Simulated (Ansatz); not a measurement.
A periodic structure is given below.

```
CELL_PARAMETERS angstrom
3.13717 0.00000 0.00000
-1.56858 2.71687 0.00000
0.00000 0.00000 5.34115
ATOMIC_POSITIONS crystal
Hf 0.66667 0.33333 0.75000
Hf 0.33333 0.66667 0.25000
N 0.00000 0.00000 0.00000
N 0.00000 0.00000 0.50000
```

Before looking at a picture, describe the arrangement of atoms.

The solid is HfN. The lattice is primitive hexagonal and the space group P6_3/mmc (No. 194). The structure is of the kind named anti-NiAs type. There are 4 atoms in the cell: 2 Hf, 2 N.

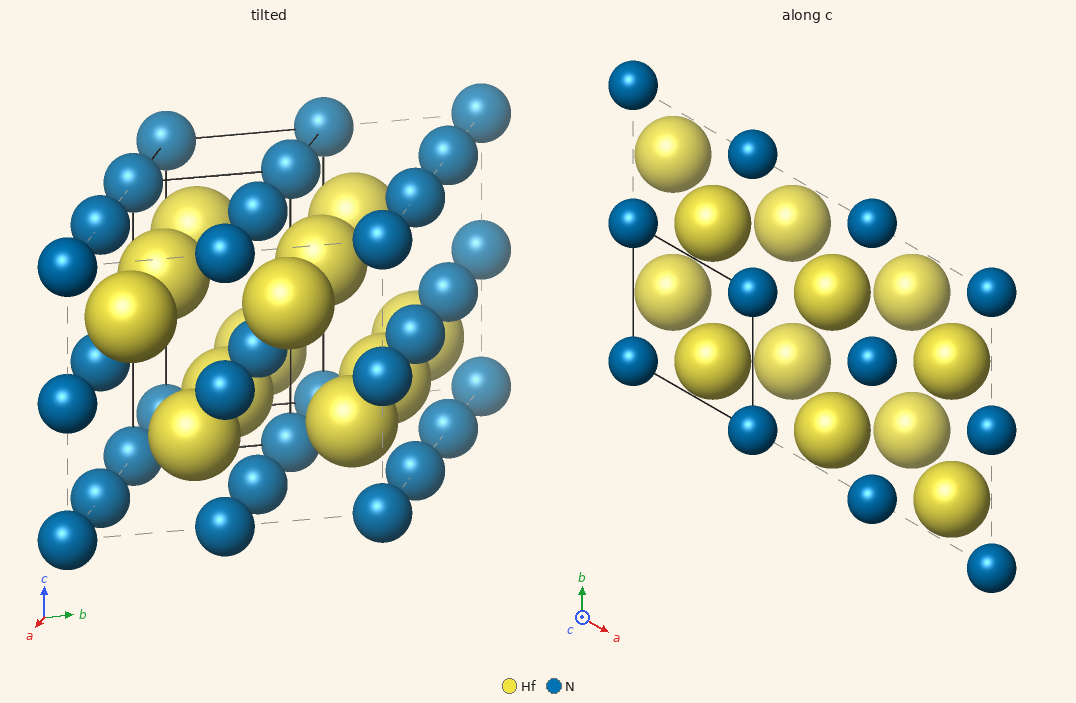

Spheres-only drawing of the structure, looking slightly off an axis and along the c axis. The solid box is one conventional unit cell, and 3×2×1 cells are shown.

It goes back to a structure listed in the Materials Project. The cell was then strained or its atoms displaced on purpose. It went into a calculation with Ansatz.

At this level of theory the cell isn't at rest (compressed, at 10 GPa), so its distances can differ from those at equilibrium, the more so the softer the solid.
